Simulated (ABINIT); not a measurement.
Run report: AlN, band-structure run (part 3 of 4)

Continued. System: AlN (4 atoms in the cell). Method: Kohn-Sham DFT of a periodic cell, rPW86PBE, JTH PAW PBE v2.0, no spin polarisation (ABINIT 10.8.3); cutoff 680.28 eV, 10×10×6 k-mesh, fermi-dirac of 0.05 eV. The structure derives from an entry of the Crystallography Open Database.

Geometry of the input (Å; fractional positions):
```
3.1130  0.0000  0.0000
-1.5565  2.6959  0.0000
0.0000  0.0000  4.9810
Al 0.6667  0.3333  0.5000
Al 0.3333  0.6667  0.0000
N  0.6667  0.3333  0.8800
N  0.3333  0.6667  0.3800
```

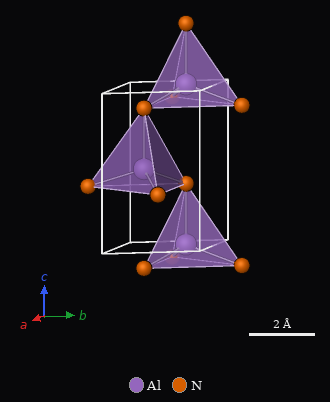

Figure 1. The structure as given in the input (polyhedral view of the cell of the calculation, seen slightly off an axis; polyhedra are completed across the faces of the cell).

Output, continued
```
  6.15E-13  3.33E-13  5.80E-13  6.95E-13  4.11E-13  4.36E-13  2.39E-11  7.32E-08
 -2.8168E-01 -2.0599E-01  5.8473E-02  2.1724E-01  2.2750E-01  2.4387E-01
  2.6039E-01  2.6656E-01  4.5236E-01  5.3750E-01  6.4418E-01  6.5191E-01
  6.9747E-01  7.4050E-01  7.4206E-01  7.6838E-01
 Non-SCF case, kpt   25 (  0.03030  0.03030  0.00000), residuals and eigenvalues=
  7.89E-13  3.81E-13  1.58E-13  1.09E-13  2.98E-13  3.92E-13  5.20E-13  3.01E-13
  2.18E-13  7.81E-13  3.02E-13  9.54E-13  4.79E-13  3.67E-13  5.72E-13  2.84E-13
 -2.8549E-01 -2.0811E-01  5.3951E-02  2.3247E-01  2.3641E-01  2.5623E-01
  2.6210E-01  2.6833E-01  4.3621E-01  5.2269E-01  6.5929E-01  6.7324E-01
  6.8633E-01  7.5074E-01  7.5257E-01  7.5791E-01
 Non-SCF case, kpt   26 (  0.00000  0.00000  0.00000), residuals and eigenvalues=
  6.61E-13  5.14E-13  4.36E-13  5.40E-13  4.62E-13  5.67E-13  1.17E-13  3.68E-13
  1.35E-13  4.82E-13  8.01E-13  6.14E-13  2.85E-13  7.32E-13  5.27E-12  2.41E-10
 -2.8677E-01 -2.0885E-01  5.2432E-02  2.3839E-01  2.3839E-01  2.6238E-01
  2.6238E-01  2.6883E-01  4.2983E-01  5.1707E-01  6.6453E-01  6.8258E-01
  6.8258E-01  7.5315E-01  7.5460E-01  7.5460E-01
 Non-SCF case, kpt   27 (  0.00000  0.00000  0.10000), residuals and eigenvalues=
  9.27E-13  3.02E-13  9.29E-14  4.54E-13  4.23E-13  3.49E-13  7.37E-13  7.41E-13
  5.79E-13  1.17E-13  9.90E-13  3.78E-13  5.58E-13  7.54E-13  8.39E-13  2.45E-12
 -2.8537E-01 -2.1165E-01  5.7391E-02  2.3895E-01  2.3895E-01  2.6058E-01
  2.6176E-01  2.6176E-01  4.3672E-01  5.1807E-01  6.6201E-01  6.8202E-01
  6.8202E-01  7.4119E-01  7.4904E-01  7.4904E-01
 Non-SCF case, kpt   28 (  0.00000  0.00000  0.20000), residuals and eigenvalues=
  3.32E-13  8.04E-13  8.21E-14  5.89E-13  1.24E-13  1.39E-13  4.47E-13  6.63E-13
  6.87E-13  2.53E-13  2.33E-13  7.57E-13  4.67E-13  4.64E-13  1.03E-12  9.85E-12
 -2.8121E-01 -2.1934E-01  7.1479E-02  2.3938E-01  2.4057E-01  2.4057E-01
  2.5997E-01  2.5997E-01  4.5373E-01  5.2046E-01  6.5566E-01  6.8132E-01
  6.8132E-01  7.1684E-01  7.3574E-01  7.3574E-01
 Non-SCF case, kpt   29 (  0.00000  0.00000  0.30000), residuals and eigenvalues=
  3.10E-13  5.41E-13  6.42E-14  2.35E-13  2.29E-13  3.19E-13  3.09E-13  3.77E-13
  3.25E-13  6.13E-13  1.57E-13  7.64E-13  4.93E-13  2.81E-13  2.95E-13  7.74E-13
 -2.7446E-01 -2.3019E-01  9.2828E-02  2.1128E-01  2.4312E-01  2.4312E-01
  2.5721E-01  2.5721E-01  4.7466E-01  5.2224E-01  6.4896E-01  6.8235E-01
  6.8235E-01  6.9108E-01  7.2017E-01  7.2017E-01
 Non-SCF case, kpt   30 (  0.00000  0.00000  0.40000), residuals and eigenvalues=
  7.74E-13  6.75E-13  1.62E-13  1.88E-13  2.78E-13  4.54E-13  4.08E-13  1.21E-13
  2.96E-13  2.88E-13  9.79E-13  4.91E-13  9.96E-13  8.02E-13  2.81E-13  2.57E-13
 -2.6539E-01 -2.4239E-01  1.1933E-01  1.8035E-01  2.4637E-01  2.4637E-01
  2.5379E-01  2.5379E-01  4.9488E-01  5.2004E-01  6.4679E-01  6.6877E-01
  6.8649E-01  6.8649E-01  7.0580E-01  7.0580E-01
 Non-SCF case, kpt   31 (  0.00000  0.00000  0.50000), residuals and eigenvalues=
  1.63E-13  2.42E-13  6.22E-14  3.86E-13  6.92E-13  5.21E-13  3.32E-13  5.36E-13
  1.09E-13  1.28E-13  2.58E-13  9.56E-13  6.99E-13  4.05E-13  5.27E-13  4.36E-13
 -2.5446E-01 -2.5446E-01  1.4908E-01  1.4908E-01  2.5004E-01  2.5004E-01
  2.5004E-01  2.5004E-01  5.1089E-01  5.1089E-01  6.5322E-01  6.5322E-01
  6.9433E-01  6.9433E-01  6.9433E-01  6.9433E-01
 Non-SCF case, kpt   32 (  0.05556  0.00000  0.50000), residuals and eigenvalues=
  2.69E-13  3.61E-13  1.91E-13  2.29E-13  1.65E-13  2.11E-13  7.21E-14  2.06E-13
  3.13E-13  5.70E-13  2.10E-13  2.63E-13  1.29E-13  3.57E-13  2.73E-13  6.28E-13
 -2.5322E-01 -2.5322E-01  1.4878E-01  1.4878E-01  2.4558E-01  2.4558E-01
  2.4887E-01  2.4887E-01  5.1500E-01  5.1500E-01  6.4368E-01  6.4368E-01
  6.9779E-01  6.9779E-01  6.9893E-01  6.9893E-01
 Non-SCF case, kpt   33 (  0.11111  0.00000  0.50000), residuals and eigenvalues=
  1.72E-13  4.37E-13  2.13E-13  3.95E-13  9.82E-14  3.77E-13  6.56E-14  2.36E-13
  2.86E-13  8.44E-13  2.96E-13  9.65E-13  5.04E-13  5.34E-13  6.78E-13  2.14E-13
 -2.4954E-01 -2.4954E-01  1.4718E-01  1.4718E-01  2.3439E-01  2.3439E-01
  2.4554E-01  2.4554E-01  5.2405E-01  5.2405E-01  6.2689E-01  6.2689E-01
  7.0380E-01  7.0380E-01  7.0755E-01  7.0755E-01
 Non-SCF case, kpt   34 (  0.16667  0.00000  0.50000), residuals and eigenvalues=
  2.39E-13  5.22E-13  9.78E-14  1.04E-13  7.38E-14  3.95E-13  1.10E-13  2.09E-13
  1.91E-13  3.15E-13  2.65E-13  6.08E-13  7.69E-13  2.25E-13  9.92E-13  2.38E-13
 -2.4366E-01 -2.4366E-01  1.4223E-01  1.4223E-01  2.2183E-01  2.2183E-01
  2.4064E-01  2.4064E-01  5.2901E-01  5.2901E-01  6.1684E-01  6.1684E-01
  7.0349E-01  7.0349E-01  7.2167E-01  7.2167E-01
 Non-SCF case, kpt   35 (  0.22222  0.00000  0.50000), residuals and eigenvalues=
  3.11E-13  6.38E-13  8.29E-14  5.50E-13  9.80E-14  8.77E-13  2.28E-13  4.76E-13
  2.98E-13  3.21E-13  3.53E-13  5.40E-13  4.04E-13  8.71E-13  5.84E-12  8.46E-12
 -2.3597E-01 -2.3597E-01  1.3144E-01  1.3144E-01  2.1347E-01  2.1347E-01
  2.3491E-01  2.3491E-01  5.2243E-01  5.2243E-01  6.1919E-01  6.1919E-01
  6.9981E-01  6.9981E-01  7.3689E-01  7.3689E-01
 Non-SCF case, kpt   36 (  0.27778  0.00000  0.50000), residuals and eigenvalues=
  2.66E-13  7.49E-13  9.34E-14  3.00E-13  1.43E-13  9.63E-13  1.08E-13  1.41E-13
  2.06E-13  2.86E-13  2.16E-13  3.33E-13  1.96E-13  5.19E-13  3.04E-12  1.83E-12
 -2.2711E-01 -2.2711E-01  1.1522E-01  1.1522E-01  2.1118E-01  2.1118E-01
  2.2914E-01  2.2914E-01  5.0855E-01  5.0855E-01  6.2537E-01  6.2537E-01
  6.9723E-01  6.9723E-01  7.4934E-01  7.4934E-01
 Non-SCF case, kpt   37 (  0.33333  0.00000  0.50000), residuals and eigenvalues=
  2.79E-13  3.70E-13  4.73E-13  9.52E-13  8.44E-14  2.79E-13  8.89E-14  1.14E-13
  1.32E-13  1.51E-13  2.82E-13  5.95E-13  8.31E-13  6.09E-13  1.35E-11  1.68E-11
 -2.1798E-01 -2.1798E-01  9.7187E-02  9.7187E-02  2.1294E-01  2.1294E-01
  2.2397E-01  2.2397E-01  4.9406E-01  4.9406E-01  6.2596E-01  6.2596E-01
  6.9889E-01  6.9889E-01  7.5674E-01  7.5674E-01
 Non-SCF case, kpt   38 (  0.38889  0.00000  0.50000), residuals and eigenvalues=
  4.80E-13  8.20E-13  2.04E-13  5.78E-13  3.39E-13  8.10E-13  6.51E-14  6.18E-13
  1.94E-13  3.53E-13  2.23E-13  2.53E-13  8.31E-13  7.08E-13  3.95E-13  5.11E-13
 -2.0982E-01 -2.0982E-01  8.1214E-02  8.1214E-02  2.1611E-01  2.1611E-01
  2.1992E-01  2.1992E-01  4.8230E-01  4.8230E-01  6.2150E-01  6.2150E-01
  7.0257E-01  7.0257E-01  7.5980E-01  7.5980E-01
 Non-SCF case, kpt   39 (  0.44444  0.00000  0.50000), residuals and eigenvalues=
  2.58E-13  5.57E-13  2.66E-13  6.83E-13  5.87E-13  8.01E-13  1.02E-13  1.29E-13
  8.81E-14  1.22E-13  7.51E-14  2.08E-13  7.64E-13  5.48E-13  4.64E-13  6.75E-13
 -2.0406E-01 -2.0406E-01  7.0279E-02  7.0279E-02  2.1736E-01  2.1736E-01
  2.1879E-01  2.1879E-01  4.7477E-01  4.7477E-01  6.1674E-01  6.1674E-01
  7.0521E-01  7.0521E-01  7.6058E-01  7.6058E-01
 Non-SCF case, kpt   40 (  0.50000  0.00000  0.50000), residuals and eigenvalues=
  1.32E-13  8.72E-13  2.04E-13  5.14E-13  1.66E-13  7.48E-13  6.79E-13  8.85E-13
  3.31E-13  9.81E-13  1.33E-13  2.62E-13  3.52E-13  9.50E-13  5.97E-13  2.07E-12
 -2.0197E-01 -2.0197E-01  6.6386E-02  6.6386E-02  2.1648E-01  2.1648E-01
  2.1982E-01  2.1982E-01  4.7219E-01  4.7219E-01  6.1483E-01  6.1483E-01
  7.0607E-01  7.0607E-01  7.6067E-01  7.6067E-01
 Non-SCF case, kpt   41 (  0.46667  0.06667  0.50000), residuals and eigenvalues=
  1.03E-13  2.02E-13  3.61E-13  8.75E-13  2.15E-13  5.51E-13  1.86E-13  2.85E-13
  7.37E-14  9.38E-14  1.74E-13  3.84E-13  1.77E-13  2.04E-13  4.62E-13  1.28E-11
 -2.0138E-01 -2.0138E-01  6.8041E-02  6.8041E-02  2.0268E-01  2.0268E-01
  2.2768E-01  2.2768E-01  4.7822E-01  4.7822E-01  6.1749E-01  6.1749E-01
  6.9470E-01  6.9470E-01  7.6731E-01  7.6731E-01
 Non-SCF case, kpt   42 (  0.43333  0.13333  0.50000), residuals and eigenvalues=
  3.30E-13  4.35E-13  2.78E-13  7.01E-13  9.95E-14  4.13E-13  7.36E-14  5.10E-13
  1.96E-13  5.58E-13  9.72E-14  2.96E-13  2.74E-13  4.65E-13  3.44E-11  2.51E-10
 -1.9975E-01 -1.9975E-01  7.2873E-02  7.2873E-02  1.8192E-01  1.8192E-01
  2.3320E-01  2.3320E-01  4.9367E-01  4.9367E-01  6.1920E-01  6.1920E-01
  6.7989E-01  6.7989E-01  7.7497E-01  7.7497E-01
 Non-SCF case, kpt   43 (  0.40000  0.20000  0.50000), residuals and eigenvalues=
  1.65E-13  8.24E-13  1.29E-13  5.89E-13  9.15E-14  1.58E-13  1.79E-13  2.16E-13
  4.07E-13  9.89E-13  2.76E-13  5.78E-13  3.63E-13  5.45E-13  1.61E-10  3.47E-09
 -1.9754E-01 -1.9754E-01  8.0359E-02  8.0359E-02  1.5917E-01  1.5917E-01
  2.3681E-01  2.3681E-01  5.1357E-01  5.1357E-01  6.0499E-01  6.0499E-01
  6.8531E-01  6.8531E-01  7.7759E-01  7.7759E-01
 Non-SCF case, kpt   44 (  0.36667  0.26667  0.50000), residuals and eigenvalues=
  1.12E-13  7.02E-13  2.08E-13  7.26E-13  9.98E-14  7.14E-13  1.27E-13  4.05E-13
  2.90E-13  7.13E-13  1.97E-13  2.94E-13  2.76E-13  7.93E-13  3.45E-10  1.87E-10
 -1.9548E-01 -1.9548E-01  8.8872E-02  8.8872E-02  1.3958E-01  1.3958E-01
  2.3912E-01  2.3912E-01  5.3438E-01  5.3438E-01  5.8133E-01  5.8133E-01
  7.0041E-01  7.0041E-01  7.8062E-01  7.8062E-01
 Non-SCF case, kpt   45 (  0.33333  0.33333  0.50000), residuals and eigenvalues=
  2.44E-13  4.17E-13  1.39E-13  8.39E-13  2.44E-13  9.75E-13  2.38E-13  6.26E-13
  2.65E-13  6.16E-13  2.47E-13  3.24E-13  3.98E-13  9.99E-13  1.64E-11  1.75E-10
 -1.9456E-01 -1.9456E-01  9.3316E-02  9.3316E-02  1.3100E-01  1.3100E-01
  2.3997E-01  2.3997E-01  5.4994E-01  5.4994E-01  5.6388E-01  5.6388E-01
  7.0638E-01  7.0638E-01  7.8485E-01  7.8485E-01
 Non-SCF case, kpt   46 (  0.30303  0.30303  0.50000), residuals and eigenvalues=
  1.31E-13  6.99E-13  4.65E-13  5.57E-13  7.21E-14  6.71E-13  3.29E-13  5.81E-13
  3.74E-13  3.42E-13  8.94E-14  1.78E-13  4.13E-13  5.48E-13  5.94E-13  1.96E-11
 -1.9556E-01 -1.9556E-01  9.0773E-02  9.0773E-02  1.3728E-01  1.3728E-01
  2.3917E-01  2.3917E-01  5.3838E-01  5.3838E-01  5.7744E-01  5.7744E-01
  7.0328E-01  7.0328E-01  7.7886E-01  7.7886E-01
 Non-SCF case, kpt   47 (  0.27273  0.27273  0.50000), residuals and eigenvalues=
  3.37E-13  8.29E-13  1.20E-13  4.68E-13  1.79E-13  3.08E-13  7.42E-13  7.30E-13
  1.38E-13  5.83E-13  2.84E-13  6.04E-13  3.28E-13  7.56E-13  2.09E-13  4.03E-13
 -1.9887E-01 -1.9887E-01  8.8630E-02  8.8630E-02  1.5081E-01  1.5081E-01
  2.3670E-01  2.3670E-01  5.2667E-01  5.2667E-01  5.9515E-01  5.9515E-01
  6.9712E-01  6.9712E-01  7.6635E-01  7.6635E-01
 Non-SCF case, kpt   48 (  0.24242  0.24242  0.50000), residuals and eigenvalues=
  3.92E-13  9.27E-13  1.73E-13  3.00E-13  2.45E-13  3.98E-13  7.93E-14  9.44E-13
  3.22E-13  5.13E-13  5.86E-13  6.31E-13  3.26E-13  8.26E-13  6.11E-13  5.38E-13
 -2.0453E-01 -2.0453E-01  9.1102E-02  9.1102E-02  1.6677E-01  1.6677E-01
  2.3285E-01  2.3285E-01  5.1986E-01  5.1986E-01  6.1085E-01  6.1085E-01
  6.9028E-01  6.9028E-01  7.5591E-01  7.5591E-01
 Non-SCF case, kpt   49 (  0.21212  0.21212  0.50000), residuals and eigenvalues=
  2.66E-13  7.19E-13  1.73E-13  3.46E-13  8.97E-14  1.47E-13  1.80E-13  2.10E-13
  1.73E-13  9.10E-13  3.45E-13  3.83E-13  7.27E-13  5.46E-13  1.76E-12  1.86E-12
 -2.1208E-01 -2.1208E-01  9.8674E-02  9.8674E-02  1.8297E-01  1.8297E-01
  2.2849E-01  2.2849E-01  5.1805E-01  5.1805E-01  6.2169E-01  6.2169E-01
  6.8447E-01  6.8447E-01  7.5133E-01  7.5133E-01
 Non-SCF case, kpt   50 (  0.18182  0.18182  0.50000), residuals and eigenvalues=
  1.68E-13  7.20E-13  2.48E-13  3.11E-13  8.29E-14  9.51E-13  2.50E-13  3.22E-13
  1.16E-13  9.37E-13  3.22E-13  7.71E-13  1.98E-13  6.60E-13  4.51E-12  2.87E-10
 -2.2072E-01 -2.2072E-01  1.1019E-01  1.1019E-01  1.9757E-01  1.9757E-01
  2.2537E-01  2.2537E-01  5.2065E-01  5.2065E-01  6.2426E-01  6.2426E-01
  6.8347E-01  6.8347E-01  7.5028E-01  7.5028E-01
 Non-SCF case, kpt   51 (  0.15152  0.15152  0.50000), residuals and eigenvalues=
  2.34E-13  4.66E-13  1.44E-13  3.99E-13  1.14E-13  2.52E-13  2.06E-13  2.39E-13
  4.55E-13  5.00E-13  3.91E-13  6.04E-13  2.02E-13  9.01E-13  5.75E-12  7.62E-12
 -2.2955E-01 -2.2955E-01  1.2347E-01  1.2347E-01  2.0826E-01  2.0826E-01
  2.2654E-01  2.2654E-01  5.2621E-01  5.2621E-01  6.1929E-01  6.1929E-01
  6.8879E-01  6.8879E-01  7.4618E-01  7.4618E-01
 Non-SCF case, kpt   52 (  0.12121  0.12121  0.50000), residuals and eigenvalues=
  2.29E-13  3.86E-13  2.13E-13  6.27E-13  1.45E-13  9.44E-13  7.29E-14  2.83E-13
  2.10E-13  4.26E-13  2.18E-13  5.69E-13  4.51E-13  9.85E-13  3.74E-13  2.27E-12
 -2.3778E-01 -2.3778E-01  1.3550E-01  1.3550E-01  2.1546E-01  2.1546E-01
  2.3296E-01  2.3296E-01  5.3134E-01  5.3134E-01  6.1391E-01  6.1391E-01
  6.9651E-01  6.9651E-01  7.3522E-01  7.3522E-01
 Non-SCF case, kpt   53 (  0.09091  0.09091  0.50000), residuals and eigenvalues=
  2.00E-13  4.38E-13  6.56E-14  2.62E-13  2.48E-13  2.54E-13  3.53E-13  2.91E-13
  5.16E-13  7.83E-13  2.03E-13  4.55E-13  1.22E-13  9.43E-13  4.26E-13  1.30E-11
 -2.4477E-01 -2.4477E-01  1.4361E-01  1.4361E-01  2.2450E-01  2.2450E-01
  2.4020E-01  2.4020E-01  5.3074E-01  5.3074E-01  6.1622E-01  6.1622E-01
  7.0222E-01  7.0222E-01  7.2037E-01  7.2037E-01
 Non-SCF case, kpt   54 (  0.06061  0.06061  0.50000), residuals and eigenvalues=
  2.06E-13  6.42E-13  3.61E-13  7.19E-13  1.01E-13  4.55E-13  1.57E-13  2.23E-13
  1.65E-13  9.51E-13  2.62E-13  6.66E-13  1.74E-13  3.95E-13  7.15E-13  3.38E-13
 -2.5006E-01 -2.5006E-01  1.4749E-01  1.4749E-01  2.3604E-01  2.3604E-01
  2.4570E-01  2.4570E-01  5.2325E-01  5.2325E-01  6.2844E-01  6.2844E-01
  7.0290E-01  7.0290E-01  7.0679E-01  7.0679E-01
 Non-SCF case, kpt   55 (  0.03030  0.03030  0.50000), residuals and eigenvalues=
  4.63E-13  4.51E-13  1.37E-13  1.52E-13  3.02E-13  6.39E-13  1.63E-13  3.08E-13
  1.90E-13  2.85E-13  4.24E-13  1.09E-13  6.43E-13  2.78E-13  7.44E-13  8.50E-13
 -2.5335E-01 -2.5335E-01  1.4881E-01  1.4881E-01  2.4606E-01  2.4606E-01
  2.4897E-01  2.4897E-01  5.1459E-01  5.1459E-01  6.4456E-01  6.4456E-01
  6.9741E-01  6.9741E-01  6.9857E-01  6.9857E-01
 Non-SCF case, kpt   56 (  0.00000  0.00000  0.50000), residuals and eigenvalues=
  1.63E-13  2.42E-13  6.22E-14  3.86E-13  6.92E-13  5.21E-13  3.32E-13  5.36E-13
  1.09E-13  1.28E-13  2.58E-13  9.56E-13  6.99E-13  4.05E-13  5.27E-13  4.36E-13
 -2.5446E-01 -2.5446E-01  1.4908E-01  1.4908E-01  2.5004E-01  2.5004E-01
  2.5004E-01  2.5004E-01  5.1089E-01  5.1089E-01  6.5322E-01  6.5322E-01
  6.9433E-01  6.9433E-01  6.9433E-01  6.9433E-01
```
